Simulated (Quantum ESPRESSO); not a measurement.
**Br: single-point calculation (part 2 of 2)**

Continued. System: Br (4 atoms in the cell). Method: Kohn-Sham DFT of a periodic cell, r2SCAN, SG15 PBE 1.2, no spin polarisation (Quantum ESPRESSO 7.5); cutoff 625.86 eV, 6×6×3 k-mesh, fermi-dirac of 0.05 eV. The structure derives from an entry of the Crystallography Open Database. The volume is scaled by 1.06.

Geometry of the input (Å; fractional positions):
```
3.4292  -2.3681  0.0000
3.4292  2.3681  0.0000
0.0000  0.0000  8.8730
Br 0.3651  0.6349  0.3901
Br 0.1349  0.8651  0.8901
Br 0.6349  0.3651  0.6099
Br 0.8651  0.1349  0.1099
```

**The program's output, continued**
```
          k = 0.2025 0.2933 0.1566 (  5129 PWs)   bands (ev):

   -15.4867 -15.4117 -12.7690 -12.6269  -3.9964  -3.7445  -2.2866  -2.0650
    -1.2959  -1.2617   0.0590   0.2363   0.4248   0.5372   2.9086   3.1176
     8.5641   8.6731   9.5693   9.9582  10.4598

          k = 0.2025 0.2933-0.1566 (  5129 PWs)   bands (ev):

   -15.4867 -15.4117 -12.7690 -12.6269  -3.9964  -3.7445  -2.2867  -2.0650
    -1.2959  -1.2617   0.0590   0.2363   0.4248   0.5372   2.9086   3.1176
     8.5641   8.6731   9.5692   9.9582  10.4590

          k =-0.3038-0.4400 0.0000 (  5108 PWs)   bands (ev):

   -15.4127 -15.4127 -12.7043 -12.7042  -4.0020  -4.0020  -2.1671  -2.1671
    -1.3096  -1.3095  -0.0922  -0.0922   0.4044   0.4044   3.1780   3.1780
     8.4047   8.4047  10.3724  10.3726  11.5499

          k =-0.3038-0.4400 0.1566 (  5114 PWs)   bands (ev):

   -15.4126 -15.4126 -12.7050 -12.7050  -3.9021  -3.9021  -2.4243  -2.4243
    -1.3461  -1.3461   0.1047   0.1047   0.5477   0.5477   3.0173   3.0173
     8.6067   8.6068   9.9869   9.9869  11.2982

          k = 0.1013-0.1467 0.0000 (  5136 PWs)   bands (ev):

   -15.6400 -15.3859 -12.9408 -12.4416  -4.1567  -3.3815  -1.7291  -1.6401
    -1.1589  -1.1304  -0.0214   0.3676   0.4649   0.5042   2.6115   3.2555
     7.6685   8.2724   9.1328   9.8612  10.1824

          k = 0.1013-0.1467 0.1566 (  5145 PWs)   bands (ev):

   -15.5830 -15.4569 -12.8110 -12.5625  -3.9922  -3.6119  -1.7076  -1.5079
    -1.1315  -1.1223  -0.0760   0.2231   0.4842   0.5000   2.7746   3.1000
     7.8471   8.2450   9.4795   9.7747  10.4151

          k = 0.1013-0.1467-0.1566 (  5145 PWs)   bands (ev):

   -15.5830 -15.4569 -12.8110 -12.5625  -3.9922  -3.6119  -1.7076  -1.5079
    -1.1315  -1.1223  -0.0760   0.2232   0.4842   0.5000   2.7746   3.1000
     7.8471   8.2450   9.4795   9.7747  10.4110

          k = 0.2025 0.0000 0.0000 (  5146 PWs)   bands (ev):

   -15.6416 -15.3670 -12.9413 -12.4000  -4.1206  -3.3278  -1.5568  -1.5358
    -1.5276  -1.3734  -0.1766   0.2998   0.3226   0.5586   2.6322   3.2295
     7.9771   8.4251   8.8516   9.9996  10.6098

          k = 0.2025 0.0000 0.1566 (  5142 PWs)   bands (ev):

   -15.5806 -15.4444 -12.8000 -12.5306  -3.9609  -3.5801  -1.5258  -1.4745
    -1.3918  -1.2837  -0.2532   0.0365   0.4281   0.5406   2.7225   3.0177
     8.2860   8.5578   9.3303   9.8846  10.6194

          k = 0.2025 0.0000-0.1566 (  5142 PWs)   bands (ev):

   -15.5806 -15.4444 -12.8000 -12.5306  -3.9609  -3.5801  -1.5258  -1.4745
    -1.3918  -1.2837  -0.2532   0.0365   0.4281   0.5406   2.7225   3.0177
     8.2860   8.5578   9.3303   9.8848  10.6188

          k = 0.3038 0.1467 0.0000 (  5130 PWs)   bands (ev):

   -15.5633 -15.3377 -12.8817 -12.4497  -4.0978  -3.4803  -2.0356  -2.0186
    -1.5719  -1.3940  -0.1022   0.0389   0.3677   0.5200   2.6901   3.1442
     8.8916   9.0323   9.3173   9.6154  10.0691

          k = 0.3038 0.1467 0.1566 (  5127 PWs)   bands (ev):

   -15.5121 -15.4000 -12.7696 -12.5543  -3.9652  -3.6569  -2.0589  -1.9782
    -1.4367  -1.4125  -0.2072   0.1339   0.2822   0.4850   2.8005   3.0332
     8.9984   9.2058   9.5662   9.6770  10.3243

          k = 0.3038 0.1467-0.1566 (  5127 PWs)   bands (ev):

   -15.5121 -15.4000 -12.7696 -12.5543  -3.9652  -3.6569  -2.0589  -1.9782
    -1.4367  -1.4125  -0.2071   0.1339   0.2822   0.4850   2.8005   3.0332
     8.9984   9.2058   9.5662   9.6772  10.3262

          k =-0.2025-0.5866 0.0000 (  5106 PWs)   bands (ev):

   -15.4606 -15.3477 -12.7860 -12.5796  -4.0591  -3.7951  -2.2397  -2.1777
    -1.6349  -1.4441  -0.1523  -0.0911   0.3422   0.5190   2.9394   3.1442
     8.8327   9.2250   9.8059  10.6481  10.9399

          k =-0.2025-0.5866 0.1566 (  5110 PWs)   bands (ev):

   -15.4336 -15.3772 -12.7338 -12.6307  -3.9492  -3.7890  -2.3988  -2.2749
    -1.6444  -1.5495  -0.0653   0.1999   0.3405   0.5343   2.9047   3.0526
     8.9804   9.3231  10.0580  10.2521  10.3879

          k =-0.2025-0.5866-0.1566 (  5110 PWs)   bands (ev):

   -15.4336 -15.3772 -12.7338 -12.6307  -3.9492  -3.7889  -2.3988  -2.2749
    -1.6444  -1.5495  -0.0653   0.1999   0.3405   0.5343   2.9047   3.0526
     8.9805   9.3231  10.0580  10.2521  10.3880

          k =-0.1013-0.4400 0.0000 (  5118 PWs)   bands (ev):

   -15.4303 -15.3961 -12.7370 -12.6694  -4.0589  -3.8953  -2.0791  -1.9749
    -1.6764  -1.4399  -0.0521  -0.0454   0.2369   0.5495   3.1252   3.2092
     8.9890   9.1780   9.9302  10.8951  11.3034

          k =-0.1013-0.4400 0.1566 (  5121 PWs)   bands (ev):

   -15.4217 -15.4046 -12.7207 -12.6869  -3.9351  -3.8420  -2.2853  -2.2267
    -1.7092  -1.5546   0.1209   0.2870   0.4901   0.5056   2.9930   3.0410
     9.0916   9.2197  10.0931  10.7169  10.7954

          k =-0.1013-0.4400-0.1566 (  5121 PWs)   bands (ev):

   -15.4217 -15.4046 -12.7207 -12.6869  -3.9351  -3.8420  -2.2853  -2.2268
    -1.7092  -1.5546   0.1209   0.2870   0.4902   0.5056   2.9930   3.0410
     9.0916   9.2197  10.0930  10.7169  10.7958

          k = 0.0000-0.2933 0.0000 (  5119 PWs)   bands (ev):

   -15.5525 -15.3839 -12.8685 -12.5449  -4.1602  -3.6177  -1.8533  -1.7761
    -1.4803  -1.2652   0.1632   0.2331   0.2457   0.5639   2.8433   3.2717
     8.3382   9.0841   9.5652  10.2612  10.4252

          k = 0.0000-0.2933 0.1566 (  5144 PWs)   bands (ev):

   -15.5133 -15.4292 -12.7857 -12.6243  -4.0059  -3.7140  -2.0580  -1.8025
    -1.4324  -1.3257   0.1871   0.3307   0.4876   0.4889   2.8942   3.1477
     8.3799   8.7322   9.8615  10.4406  10.4710

          k = 0.0000-0.2933-0.1566 (  5144 PWs)   bands (ev):

   -15.5133 -15.4292 -12.7857 -12.6243  -4.0059  -3.7140  -2.0580  -1.8025
    -1.4324  -1.3257   0.1871   0.3307   0.4876   0.4889   2.8942   3.1477
     8.3799   8.7322   9.8615  10.4404  10.4709

          k = 0.2025-0.2933 0.0000 (  5125 PWs)   bands (ev):

   -15.5220 -15.3716 -12.8416 -12.5569  -4.1388  -3.6877  -2.1004  -1.9810
    -1.2959  -1.2671   0.0319   0.0943   0.3624   0.4673   2.9034   3.2303
     8.4765   8.6001   9.6079   9.9670  10.5854

          k = 0.2025-0.2933 0.1566 (  5129 PWs)   bands (ev):

   -15.4867 -15.4117 -12.7690 -12.6269  -3.9964  -3.7445  -2.2867  -2.0650
    -1.2959  -1.2617   0.0590   0.2363   0.4248   0.5372   2.9086   3.1176
     8.5641   8.6731   9.5692   9.9581  10.4591

          k = 0.2025-0.2933-0.1566 (  5129 PWs)   bands (ev):

   -15.4867 -15.4117 -12.7690 -12.6269  -3.9964  -3.7445  -2.2866  -2.0650
    -1.2959  -1.2617   0.0590   0.2363   0.4248   0.5372   2.9086   3.1176
     8.5641   8.6730   9.5692   9.9581  10.4589

          k = 0.3038-0.1467 0.0000 (  5130 PWs)   bands (ev):

   -15.5633 -15.3377 -12.8817 -12.4497  -4.0978  -3.4803  -2.0356  -2.0186
    -1.5719  -1.3940  -0.1022   0.0389   0.3677   0.5200   2.6901   3.1442
     8.8916   9.0323   9.3173   9.6154  10.0692

          k = 0.3038-0.1467 0.1566 (  5127 PWs)   bands (ev):

   -15.5121 -15.4000 -12.7696 -12.5543  -3.9652  -3.6569  -2.0589  -1.9782
    -1.4367  -1.4125  -0.2071   0.1339   0.2822   0.4850   2.8005   3.0332
     8.9984   9.2058   9.5662   9.6770  10.3280

          k = 0.3038-0.1467-0.1566 (  5127 PWs)   bands (ev):

   -15.5121 -15.4000 -12.7696 -12.5543  -3.9652  -3.6569  -2.0589  -1.9782
    -1.4367  -1.4125  -0.2072   0.1339   0.2822   0.4850   2.8005   3.0332
     8.9984   9.2058   9.5662   9.6770  10.3243

          k = 0.4051 0.0000 0.0000 (  5146 PWs)   bands (ev):

   -15.5421 -15.2995 -12.8669 -12.4036  -4.0349  -3.4360  -2.3976  -1.9061
    -1.7581  -1.6250  -0.3133  -0.2467   0.2736   0.5823   2.6569   3.0856
     8.8336   9.0468   9.0771   9.9740  10.5423

          k = 0.4051 0.0000 0.1566 (  5127 PWs)   bands (ev):

   -15.4875 -15.3669 -12.7461 -12.5153  -3.9194  -3.6307  -2.3046  -2.0768
    -1.6071  -1.4708  -0.3963  -0.0197   0.0817   0.4508   2.7062   2.9214
     9.1354   9.3700   9.7830  10.0837  10.3220

          k = 0.4051 0.0000-0.1566 (  5127 PWs)   bands (ev):

   -15.4875 -15.3669 -12.7461 -12.5153  -3.9194  -3.6307  -2.3046  -2.0768
    -1.6071  -1.4708  -0.3963  -0.0197   0.0817   0.4508   2.7062   2.9214
     9.1354   9.3700   9.7830  10.0836  10.3221

          k =-0.1013-0.7333 0.0000 (  5106 PWs)   bands (ev):

   -15.4845 -15.2890 -12.8211 -12.4574  -4.0114  -3.5692  -2.5913  -2.0974
    -1.8267  -1.6938  -0.4279  -0.2450   0.3367   0.5870   2.6851   3.0329
     8.8231   9.4409   9.5364   9.6967  10.8334

          k =-0.1013-0.7333 0.1566 (  5108 PWs)   bands (ev):

   -15.4396 -15.3422 -12.7270 -12.5456  -3.9163  -3.6907  -2.4862  -2.2422
    -1.8386  -1.6398  -0.2658  -0.0488   0.1459   0.3920   2.7637   2.9467
     9.2243   9.3075   9.8252  10.2257  10.4034

          k =-0.1013-0.7333-0.1566 (  5108 PWs)   bands (ev):

   -15.4396 -15.3422 -12.7270 -12.5456  -3.9163  -3.6907  -2.4862  -2.2422
    -1.8386  -1.6398  -0.2657  -0.0488   0.1459   0.3920   2.7637   2.9468
     9.2244   9.3075   9.8252  10.2258  10.4033

          k =-0.0000-0.5866 0.0000 (  5108 PWs)   bands (ev):

   -15.4297 -15.3361 -12.7572 -12.5902  -3.9924  -3.8311  -2.3863  -1.9863
    -1.8312  -1.8023  -0.3116  -0.1283   0.2960   0.5887   2.9347   3.0982
     9.4787   9.6166  10.2910  10.4085  10.9802

          k =-0.0000-0.5866 0.1566 (  5095 PWs)   bands (ev):

   -15.4071 -15.3603 -12.7152 -12.6317  -3.9098  -3.8023  -2.2797  -2.1786
    -2.0138  -1.9681  -0.0469   0.1211   0.3915   0.4283   2.8965   3.0199
     9.7833   9.8466  10.0042  10.4435  10.4822

          k =-0.0000-0.5866-0.1566 (  5095 PWs)   bands (ev):

   -15.4071 -15.3603 -12.7152 -12.6317  -3.9098  -3.8023  -2.2797  -2.1786
    -2.0138  -1.9681  -0.0469   0.1211   0.3915   0.4283   2.8965   3.0199
     9.7833   9.8466  10.0042  10.4438  10.4827

          k = 0.1013-0.4400 0.0000 (  5118 PWs)   bands (ev):

   -15.4303 -15.3961 -12.7370 -12.6694  -4.0589  -3.8953  -2.0791  -1.9749
    -1.6764  -1.4399  -0.0521  -0.0454   0.2369   0.5495   3.1252   3.2092
     8.9890   9.1780   9.9302  10.8953  11.3030

          k = 0.1013-0.4400 0.1566 (  5121 PWs)   bands (ev):

   -15.4217 -15.4046 -12.7207 -12.6869  -3.9351  -3.8420  -2.2853  -2.2267
    -1.7092  -1.5546   0.1209   0.2870   0.4901   0.5056   2.9930   3.0410
     9.0916   9.2197  10.0930  10.7170  10.7967

          k = 0.1013-0.4400-0.1566 (  5121 PWs)   bands (ev):

   -15.4217 -15.4046 -12.7207 -12.6869  -3.9351  -3.8420  -2.2853  -2.2268
    -1.7092  -1.5546   0.1209   0.2870   0.4902   0.5056   2.9930   3.0410
     9.0916   9.2197  10.0930  10.7171  10.7954

          k =-0.3038 0.4400 0.0000 (  5108 PWs)   bands (ev):

   -15.4127 -15.4127 -12.7043 -12.7042  -4.0020  -4.0020  -2.1671  -2.1671
    -1.3096  -1.3095  -0.0922  -0.0922   0.4044   0.4044   3.1780   3.1780
     8.4047   8.4047  10.3724  10.3726  11.5499

          k =-0.3038 0.4400 0.1566 (  5114 PWs)   bands (ev):

   -15.4126 -15.4126 -12.7050 -12.7050  -3.9021  -3.9021  -2.4243  -2.4243
    -1.3461  -1.3461   0.1047   0.1047   0.5477   0.5477   3.0173   3.0173
     8.6067   8.6068   9.9869   9.9869  11.2976

          k =-0.2025 0.5866 0.0000 (  5106 PWs)   bands (ev):

   -15.4606 -15.3477 -12.7860 -12.5796  -4.0591  -3.7951  -2.2397  -2.1777
    -1.6349  -1.4441  -0.1523  -0.0911   0.3422   0.5190   2.9394   3.1442
     8.8327   9.2250   9.8059  10.6481  10.9398

          k =-0.2025 0.5866 0.1566 (  5110 PWs)   bands (ev):

   -15.4336 -15.3772 -12.7338 -12.6307  -3.9492  -3.7889  -2.3988  -2.2749
    -1.6444  -1.5495  -0.0653   0.1999   0.3405   0.5343   2.9047   3.0526
     8.9805   9.3231  10.0580  10.2525  10.3882

          k =-0.2025 0.5866-0.1566 (  5110 PWs)   bands (ev):

   -15.4336 -15.3772 -12.7338 -12.6307  -3.9492  -3.7890  -2.3988  -2.2749
    -1.6444  -1.5495  -0.0653   0.1999   0.3405   0.5343   2.9047   3.0526
     8.9804   9.3231  10.0580  10.2522  10.3879

          k =-0.1013 0.7333 0.0000 (  5106 PWs)   bands (ev):

   -15.4845 -15.2890 -12.8211 -12.4574  -4.0114  -3.5692  -2.5913  -2.0974
    -1.8267  -1.6938  -0.4279  -0.2450   0.3367   0.5870   2.6851   3.0329
     8.8231   9.4410   9.5365   9.6967  10.8336

          k =-0.1013 0.7333 0.1566 (  5108 PWs)   bands (ev):

   -15.4396 -15.3422 -12.7270 -12.5456  -3.9163  -3.6907  -2.4862  -2.2422
    -1.8386  -1.6398  -0.2657  -0.0488   0.1459   0.3920   2.7637   2.9468
     9.2243   9.3075   9.8252  10.2255  10.4030

          k =-0.1013 0.7333-0.1566 (  5108 PWs)   bands (ev):

   -15.4396 -15.3422 -12.7270 -12.5456  -3.9163  -3.6907  -2.4862  -2.2422
    -1.8386  -1.6398  -0.2658  -0.0488   0.1459   0.3920   2.7637   2.9467
     9.2243   9.3075   9.8252  10.2255  10.4031

          k =-0.6076 0.0000 0.0000 (  5116 PWs)   bands (ev):

   -15.4908 -15.2652 -12.8290 -12.4054  -3.9772  -3.4887  -2.7879  -2.1181
    -1.8490  -1.6089  -0.5839  -0.4277   0.2662   0.5982   2.6420   3.0155
     8.5858   8.8408   8.9120   9.6420  11.1942

          k =-0.6076 0.0000 0.1566 (  5086 PWs)   bands (ev):

   -15.4396 -15.3274 -12.7187 -12.5076  -3.8872  -3.6511  -2.6646  -2.3482
    -1.6953  -1.5343  -0.3600  -0.2352   0.0159   0.3365   2.6710   2.8589
     8.9365   9.1585   9.6000   9.9549  10.6731

     the Fermi energy is     1.6254 ev

!    total energy              =    -107.96647257 Ry
     estimated scf accuracy    <          6.6E-10 Ry
     smearing contrib. (-TS)   =      -0.00000000 Ry
     internal energy E=F+TS    =    -107.96647257 Ry

     The total energy is F=E-TS. E is the sum of the following terms:
     one-electron contribution =     -19.93031275 Ry
     hartree contribution      =      18.70667723 Ry
     xc contribution           =     -20.63362753 Ry
     ewald contribution        =     -86.10920951 Ry

     convergence has been achieved in  14 iterations

     Computing stress (Cartesian axis) and pressure

          total   stress  (Ry/bohr**3)                   (kbar)     P=       -5.95
  -0.00000531  -0.00000000   0.00000000           -0.78       -0.00        0.00
  -0.00000000  -0.00006299   0.00000000           -0.00       -9.27        0.00
   0.00000000   0.00000000  -0.00005296            0.00        0.00       -7.79

=------------------------------------------------------------------------------=
   JOB DONE.
=------------------------------------------------------------------------------=
```

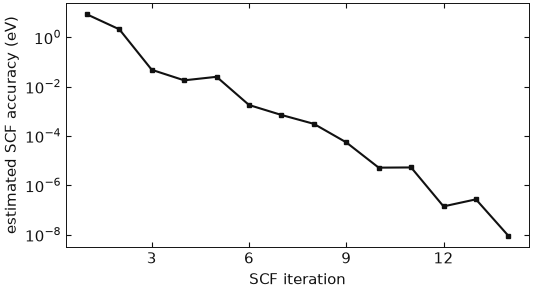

*Convergence of the self-consistent field: estimated SCF accuracy against the iteration.*

The field takes 14 iterations in all.
